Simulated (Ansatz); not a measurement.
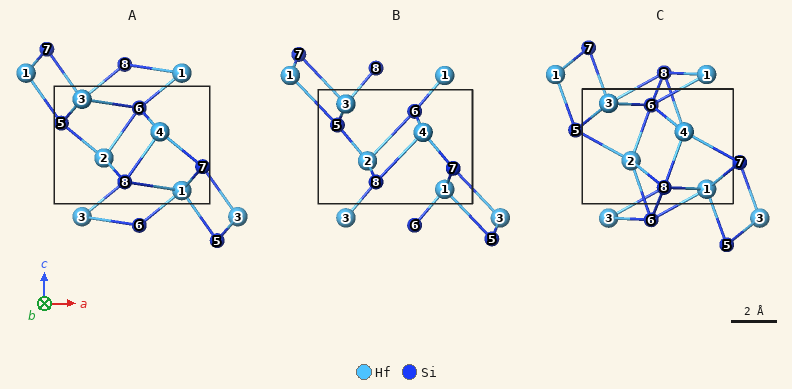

3 geometries from one relaxation of crystalline HfSi (a generated structure, set up in Pnma) (coarse preliminary run), in shuffled order. Style: ball-and-stick. Shown: the cell of the calculation, along the b axis.

These are results of DFT PBEsol, scalar-relativistic, plane waves, PAW (Ansatz 0.2.0), not measurements. Set-up: plane-wave cutoff 420 eV; k-point mesh 4 × 6 × 4; occupations gaussian; smearing width 0.1 eV; no spin polarisation; cell and atoms relaxed; force threshold 0.05 eV/Å; at most 80 steps.

### Put them in the order of the run, from the start to the converged end.

B, A, C. They are steps 0, 3, 9, at +25.191 eV per cell of the calculation, +6.232 eV per cell of the calculation relative to the last. Over 8 accepted moves (9 points after the start) the energy falls by 25.191 eV per cell of the calculation. Largest force component: 9.3 eV/Å at the start, 0.03 eV/Å at the end. Pressure: 60.72 GPa at the start and −0.10 GPa at the end. The SCF was repeated once at an unchanged geometry on a basis and grid sized afresh for the cell, which shifted the energy by 0.5 meV per cell of the calculation at most. The largest moves relative to the cell, 1.18 Å, are those of Si5, Si6, Si7 and Si8. Si5 goes along [−3 0 −1]. Largest moves by element: Si 1.18 Å, Hf 0.03 Å. The drawn cell changes as follows: a 7.002 → 6.852 Å (−2.1 %), b 3.754 → 3.747 Å (−0.2 %), c 5.164 → 5.199 Å (+0.7 %); the volume changes by −1.6 %. Among the contacts that change: Hf1–Si8 3.653 → 2.688 Å, Hf1–Si5 3.616 → 2.829 Å, Si5–Si7 3.231 → 2.452 Å, Hf1–Si6 2.124 → 2.874 Å. New bonds form, among them: Hf1–Si5 (3.62 → 2.83 Å), Hf1–Si8 (3.65 → 2.69 Å), Hf2–Si6 (3.62 → 2.83 Å), Hf2–Si7 (3.65 → 2.69 Å). Bond angles that change, for instance: Hf1–Si6–Hf2 176.5° → 138.7°, Hf4–Si6–Hf4 122.5° → 88.4°, Si8–Hf2–Si8 122.5° → 88.4°. The space group stays Pnma (No. 62).
